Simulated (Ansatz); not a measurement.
**Geometry relaxation of Ge**

System: Ge (Fd-3m, 2 atoms in the cell).
Method: DFT r2SCAN, scalar-relativistic, plane waves, PAW, no spin polarisation (Ansatz 0.2.0).

The structure derives from a Materials Project entry. Figures and captions count atoms from 1; the log counts them from 0 in places.

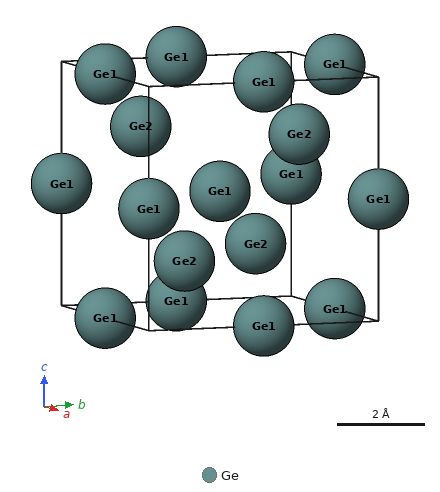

Fig. 1: The starting structure (spheres-only view of the cell 4 times as large as that of the calculation, set on its symmetry axes, seen slightly off an axis; atoms are numbered from 1 in the order of the input). An atom can appear more than once, as a periodic image.

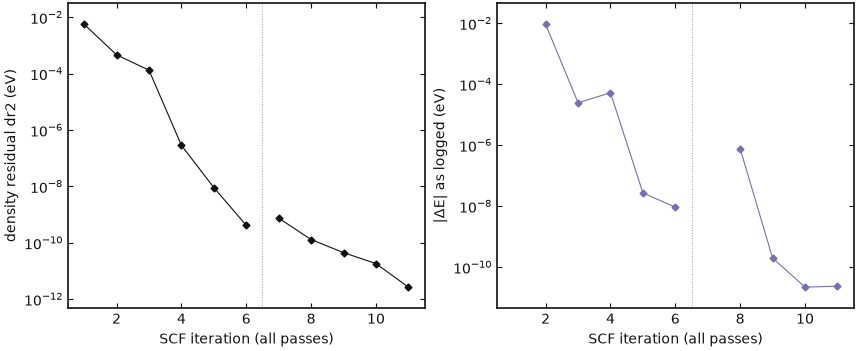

Fig. 2: Convergence of the self-consistent field: density residual dr2 and size of the energy change against the SCF iteration. The dotted lines part the SCF passes of the relaxation: geometry steps, rejected trials and re-solves on a re-selected basis. The passes take 6 and 5 iterations.

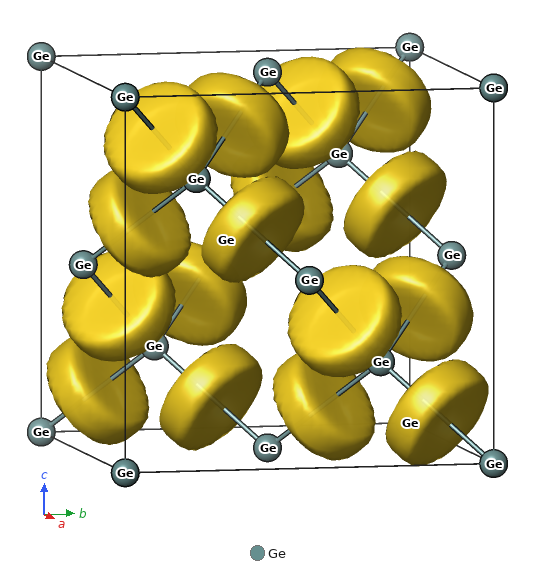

Fig. 3: Isosurface of the ELF at 0.55 (yellow), seen slightly off an axis. Core shells and regions of very low density are left out. Sticks mark near contacts. The outline is the cell set on symmetry axes. Values along the shortest contacts: In a PAW calculation such maps are meaningful between the atoms, not at the nuclei.

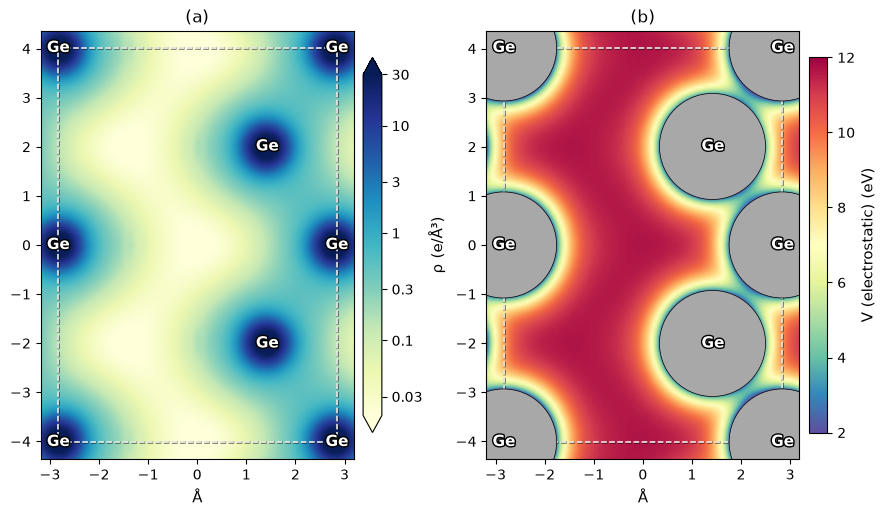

Fig. 4: (a) valence pseudo-density; (b) electrostatic potential energy of an electron on the (101) plane of the conventional cell. Grey discs, where drawn, cover atomic cores. Atoms in the plane: Ge. Ge–Ge (2.46 Å): the density is about 0.51 e/Å³ at the midpoint. Away from the nuclei the density in this plane falls to 0.02 e/Å³ at its lowest. Outside the cores the potential energy rises away from the atoms and is highest about 2.4 Å from the nearest atoms; outside the discs it spans about 9 eV, and its zero is arbitrary.

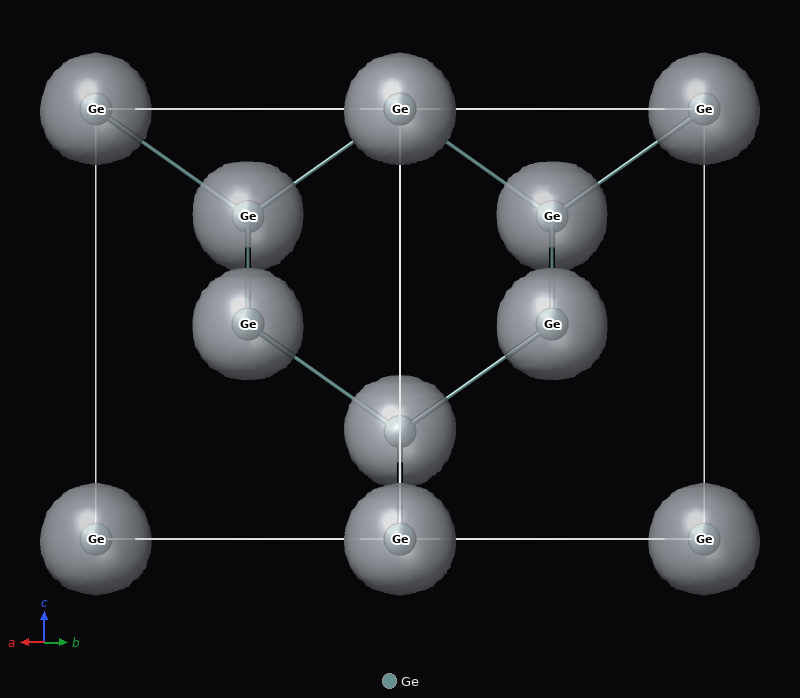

Fig. 5: Isosurface of the valence charge density (pseudo) at 1 e/Å³ (grey), seen along [110]. Sticks mark near contacts. The outline is the cell set on symmetry axes. At this value the density breaks into separate islands; it holds about 70 % of the electrons treated as valence (semicore included). It is pinched off along the Ge–Ge (2.46 Å) contacts. On the grid the lowest density along these lines, outside the cores, is 0.51 e/Å³ (Ge–Ge, 2.46 Å).

The input and output of the run follow.

## Input file
```yaml
crystal:
  lattice:
    - [0.0, 2.8374271074, 2.8374271074]
    - [2.8374271074, 0.0, 2.8374271074]
    - [2.8374271074, 2.8374271074, 0.0]
  atoms:
    - { symbol: Ge, position: [0.5, 0.5, 0.5] }
    - { symbol: Ge, position: [0.75, 0.75, 0.75] }
basis:
  ecutwfc: 500
kpoints:
  mp_grid: { grid: [12, 12, 12] }
hamiltonian:
  xc: r2scan
scf:
  occupations: { method: gaussian, width: 0.02 }
output:
  forces: true
  stress: true
  eigenvalues: true
  write_density: true
  write_potential: true
  elf: true
  volumetric_format: npy
relax:
  adjacent_minimum: "off"
  f_tol: 0.005
  max_steps: 80
  cell: { stress_tol: 0.05 }
```

Command:
```bash
ansatz run input.yaml --threads 1 --pin off --max-ram 2560MiB --backend cpu --events-out ev --progress --plain --runs-dir out
```

## What the program printed
```
Engine: ansatz 0.2.0, x86_64-unknown-linux-gnu
Pseudopotentials: kind: paw
Pseudopotential: Ge, paw, valence charge 14, recommended cutoff 500 eV (meta_gga), Ge.paw.azcp
Functional definition: r2SCAN
  parameter k0 = 0.174
  parameter k1 = 0.065
  parameter a1 = 4.9479
  exchange = r2scan_x(k0 = k0, k1 = k1, a1 = a1)
  correlation = r2scan_c
Crystal: 2 atoms, lattice volume = 45.688 Å³
Basis set: ecut = 500 eV, 1211 PW (Γ), exchange–correlation on 120×120×120 points (64 copies of the dense FFT grid, shifted against one another)
Bands: 18, of which v1, the nominal top of the filled ones, is band 14 counted from 1 (13 counted from 0)
Symmetry: 48 space group operations
Space group: Fd-3m (ITA 227), of the structure as read, at distance tolerance 3.6e-5 Å
k-points: 72 of 1728
Non-local potential: Ge, projectors of the file, l = 0: 2, l = 1: 2, l = 2: 3, l = 3: 1
PAW form: soft (Blöchl's): semilocal exchange-correlation on the pseudo side does not see the compensation charge
PAW frozen core: Ge, regenerated for the run's functional (the file was generated under x = pbe(κ = 0.804, μ = 0.2195149727645171), c = pbe(β = 0.06672455060314922))
PAW one-centre angular grid: Ge, 590 points (default); XC on 160 Gauss nodes
Initial density: superposition of atomic densities (neutral atoms: chi_scale 0, normalization atom), corrected by the library's trained network
Initial wavefunctions: pseudopotential atomic-orbital guess
Functional: x = r2scan, c = r2scan; τ floored in thin density (d = 2e-4 eV/Å³)
SCF iter   1: F=—  HF=-8605.804185 eV  |F-HF|=—  |Δ(HF+E_count)|=         —  Δρ=6.26e-3  dr2=5.61e-3  dr2_τ=4.37e-3  ethr=1.77e-3  ⟨swp⟩=6.0  Hψ=6032  notcnv=0
preconditioner: auto → none  [insulator: Δε(μ)=0.304 eV  Ē_g=24.398 eV  σ=0.020 eV  W_gap=1.00  n_scr=14 (ndim 8)  ℏωp=29.1 eV  f_vac=0.081  D(μ)=0.00/eV (n_scr^D=0)  ε∞_Penn≈2.4]
SCF iter   2: F=—  HF=-8605.813406 eV  |F-HF|=—  |Δ(HF+E_count)|=   9.22e-3  Δρ=1.38e-3  dr2=4.63e-4  dr2_τ=2.25e-5  ethr=2.01e-5  ⟨swp⟩=2.5  Hψ=3204  notcnv=0
SCF iter   3: F=—  HF=-8605.813431 eV  |F-HF|=—  |Δ(HF+E_count)|=   2.46e-5  Δρ=9.71e-4  dr2=1.32e-4  dr2_τ=1.67e-6  ethr=1.65e-6  ⟨swp⟩=2.0  Hψ=2142  notcnv=0
SCF iter   4: F=—  HF=-8605.813483 eV  |F-HF|=—  |Δ(HF+E_count)|=   5.23e-5  Δρ=3.29e-5  dr2=2.85e-7  dr2_τ=1.76e-8  ethr=4.70e-7  ⟨swp⟩=2.1  Hψ=1502  notcnv=0
SCF iter   5: F=—  HF=-8605.813483 eV  |F-HF|=—  |Δ(HF+E_count)|=   2.69e-8  Δρ=6.53e-6  dr2=8.99e-9  dr2_τ=1.83e-10  ethr=1.02e-9  ⟨swp⟩=2.0  Hψ=2304  notcnv=0
SCF iter   6: F=-8605.813483 eV  HF=-8605.813483 eV  |F-HF|=3.80e-10  |Δ(HF+E_count)|=   9.22e-9  Δρ=1.21e-6  dr2=4.12e-10  dr2_τ=2.44e-11  ethr=3.21e-11  ⟨swp⟩=4.8  Hψ=6296  notcnv=0
SCF 1 converged in 6 iterations: F = -8605.813483 eV  dr2 = 4.12e-10
  greatest PAW one-centre occupation: 0.998 electrons in one spin orbital (limit 2), on the Ge atom at site 1 (counted from 0), in its partial waves of l = 2
relax step   1: F+E_penalty+E_count = -8605.81348321 eV  Δ(F+E_penalty+E_count) = +0.000e0 eV  max|allowed force component| = 2.313e-18 eV/Å  Δτ_max = 0.0000 Å  P = +0.009 GPa  Ω = 45.688 Å³  (6 SCF iters, dr2 threshold 1.00e-7 eV, accepted)
Initial density: handed on by an earlier stage of this run
Initial wavefunctions: pseudopotential atomic-orbital guess (no wavefunctions were taken with the density)
iter 1 solved again at ethr=1.54e-7 eV; its pass at ethr=3.10e-3 eV (dr2=4.31e-5 eV) is discarded
SCF iter   1: F=—  HF=-8605.813482 eV  |F-HF|=—  |Δ(HF+E_count)|=         —  Δρ=1.61e-6  dr2=7.43e-10  dr2_τ=2.25e-11  ethr=1.54e-7  ⟨swp⟩=3.0  Hψ=9147  notcnv=0
eigensolver tolerance schedule: the retry pair's looser diagonalisation over-reported the residual by 58095.58 of it (diagonalisation noise at an unbounded share of the residual, at the tolerance the schedule requests for it); recorded, not acted on — ethr = c·dr2/N_el stays at c = 1.0e-1
preconditioner: auto → none  [insulator: Δε(μ)=0.355 eV  Ē_g=24.250 eV  σ=0.020 eV  W_gap=1.00  n_scr=14 (ndim 8)  ℏωp=29.1 eV  f_vac=0.074  D(μ)=0.00/eV (n_scr^D=0)  ε∞_Penn≈2.4]
SCF iter   2: F=—  HF=-8605.813483 eV  |F-HF|=—  |Δ(HF+E_count)|=   7.54e-7  Δρ=8.93e-7  dr2=1.29e-10  dr2_τ=1.01e-11  ethr=2.65e-12  ⟨swp⟩=3.0  Hψ=3158  notcnv=0
SCF iter   3: F=—  HF=-8605.813483 eV  |F-HF|=—  |Δ(HF+E_count)|=  1.96e-10  Δρ=5.13e-7  dr2=4.43e-11  dr2_τ=1.66e-12  ethr=1.00e-12  ⟨swp⟩=2.0  Hψ=2016  notcnv=0
SCF iter   4: F=—  HF=-8605.813483 eV  |F-HF|=—  |Δ(HF+E_count)|=  2.18e-11  Δρ=2.85e-7  dr2=1.81e-11  dr2_τ=4.51e-13  ethr=1.00e-12  ⟨swp⟩=5.2  Hψ=5726  notcnv=0
SCF iter   5: F=-8605.813483 eV  HF=-8605.813483 eV  |F-HF|=7.28e-12  |Δ(HF+E_count)|=  2.36e-11  Δρ=1.12e-7  dr2=2.64e-12  dr2_τ=1.04e-14  ethr=1.00e-12  ⟨swp⟩=5.0  Hψ=4995  notcnv=0
SCF 2 converged in 5 iterations: F = -8605.813483 eV  dr2 = 2.64e-12
relax step   2: F+E_penalty+E_count = -8605.81348321 eV  Δ(F+E_penalty+E_count) = -9.823e-11 eV  max|allowed force component| = 1.850e-17 eV/Å  Δτ_max = 0.0000 Å  P = +0.009 GPa  Ω = 45.688 Å³  stress off target by 8.77e-3 GPa  SCF on the basis re-selected at this cell (its energy is not comparable with the rows above)  (5 SCF iters)
basis re-selected at this cell: Δ(F+E_penalty+E_count) = -9.823e-11 eV, ΔP = -0.000 GPa vs the last step (what re-selecting the basis moved, of the pressure what is left beyond the Pulay correction that the steps carried, after the strain that the cell walked since its last selection, with what the two solves' SCF thresholds leave and, on support functions, any second-order correction that the steps lacked; it is no measure of the basis error at this ecutwfc). This SCF's stress stands 8.77e-3 GPa from its target on what of the cell is left free (relax.cell.stress_tol is 5.00e-2 GPa) and its largest allowed force component is 1.85e-17 eV/Å (relax.f_tol is 5.00e-3 eV/Å): within both
SCF converged after 5 iterations
Free energy (F): -8605.813483 eV
Harris-Foulkes:  -8605.813483 eV  (|F-HF|=7.28e-12)
Internal energy: -8605.813483 eV  (E = F + TS)
E sigma→0 (E₀):  -8605.813483 eV
Fermi energy:    8.436473 eV
--- Per-component energies (eV) ---
  E_band       = -320.612719
  E_kinetic    = 221.953625
  E_local      = -4957.001454  (includes V_loc(G=0)·N_el)
  E_nonlocal   = 839.938463
  E_hartree    = 2176.930738
  E_xc         = -138.187141
  E_vxc        = -135.794398  (∫ρ·V_xc dr)
  E_paw        = -4068.207487  (= ΣΔE_a)
  E_vpaw       = -651.200142  (= ΣTr[D̂ρ^β])
  E_aug_tail   = 0.000037  (compensation charges beyond the density's cutoff)
  E_vtau       = 7.629528  (kinetic-family band-sum trace: ∫τ·v_τ [+ j·A + Jᵃ·Aᵃ] dr)
  E_ewald      = -2679.068733
  E_core_change = -2.171532  (= ΣΔE_core)
  E_smearing   = -0.000000  (= −TS)
  E_closure    = 0.000000  (closes the sum)
  Σ components = -8605.813483   (vs F -8605.813483, Δ=0.00e0)
--- Forces (eV/Å), atoms counted from 1 ---
  atom   1  Ge     0.00000000     0.00000000    -0.00000000
  atom   2  Ge     0.00000000    -0.00000000     0.00000000
  max |Σ_I F_I| component: 1.20e-16 eV/Å
--- Stress (GPa, compression-positive) ---
        0.008766      -0.000000       0.000000
        0.000000       0.008766      -0.000000
        0.000000      -0.000000       0.008766
  P = ⅓ Tr σ = 0.0088 GPa (0.088 kbar)
--- Band table (eV; the first three rows and the last of 72) ---
  k-point 0: bands = ["-17.1456", "-17.1456", "-17.1456", "-17.1068", "-17.1068", "-16.8916", "-16.8916", "-16.8916", "-16.8735", "-16.8735", "-4.9706", "8.2582", "8.2582", "8.2582", "8.6135", "10.9808", "10.9808", "10.9808"]
  k-point 1: bands = ["-17.1500", "-17.1500", "-17.1445", "-17.1009", "-17.1009", "-16.8974", "-16.8974", "-16.8930", "-16.8686", "-16.8686", "-4.8822", "6.7767", "8.0855", "8.0855", "9.4698", "11.2124", "11.2124", "11.4238"]
  k-point 2: bands = ["-17.1577", "-17.1577", "-17.1412", "-17.0889", "-17.0889", "-16.9071", "-16.9071", "-16.8968", "-16.8610", "-16.8610", "-4.6203", "5.0635", "7.7161", "7.7161", "9.4666", "11.7030", "11.7030", "12.7481"]
  k-point 71: bands = ["-17.1944", "-17.1944", "-17.0483", "-17.0483", "-16.9959", "-16.9959", "-16.9628", "-16.9628", "-16.8217", "-16.8217", "-0.8172", "-0.8172", "4.2490", "4.2490", "12.9221", "12.9221", "13.3163", "13.3163"]
--- Relaxed structure (1 steps of the walk, 1 accepted, 1 SCFs on fresh bases) ---
  F+E_penalty+E_count = -8605.81348321 eV   max|allowed force component| = 1.850e-17 eV/Å   (the final SCF, on the basis selected at the relaxed cell)
  cell:  # Å, volume = 45.6882 Å³
    - [0.0, 2.8374271074, 2.8374271074]
    - [2.8374271074, 0.0, 2.8374271074]
    - [2.8374271074, 2.8374271074, 0.0]
  atoms:
    - { symbol: Ge, position: [0.5, 0.5, 0.5] }
    - { symbol: Ge, position: [0.75, 0.75, 0.75] }
```

## Trajectory as extended XYZ (Å, eV, eV/Å), 2 frames, from step=1 to step=2
```
2
Lattice="0.0000 2.8374 2.8374 2.8374 0.0000 2.8374 2.8374 2.8374 0.0000" Properties=species:S:1:pos:R:3:forces:R:3 step=1 energy=-8605.81348 pressure_GPa=0.01
Ge    2.8374    2.8374    2.8374    0.0000   0.0000   0.0000
Ge    4.2561    4.2561    4.2561    0.0000   0.0000   0.0000
2
Lattice="0.0000 2.8374 2.8374 2.8374 0.0000 2.8374 2.8374 2.8374 0.0000" Properties=species:S:1:pos:R:3:forces:R:3 step=2 energy=-8605.81348 pressure_GPa=0.01
Ge    2.8374    2.8374    2.8374    0.0000   0.0000   0.0000
Ge    4.2561    4.2561    4.2561    0.0000   0.0000   0.0000
```

## Results in brief

- outcome: converged
- space group (tolerance 0.01 Å): Fd-3m (227)
- electrons treated: 28
- free energy: −8605.8135 eV
- Fermi energy: 8.436 eV
- gap on the k-point mesh: 0.36 eV
- pressure: 0.01 GPa
- final volume: 45.69 Å³
- largest force (length of the vector) at the end: under 0.001 eV/Å
- final cell: a = 4.013 Å, b = 4.013 Å, c = 4.013 Å, α = 60.00°, β = 60.00°, γ = 60.00°
- hardware: 1 thread of Intel Xeon @ 2.50GHz (Skylake/Cascade Lake), 189 GiB of memory available, shared host
- wall time: 26 s
- peak memory: 0.51 GiB
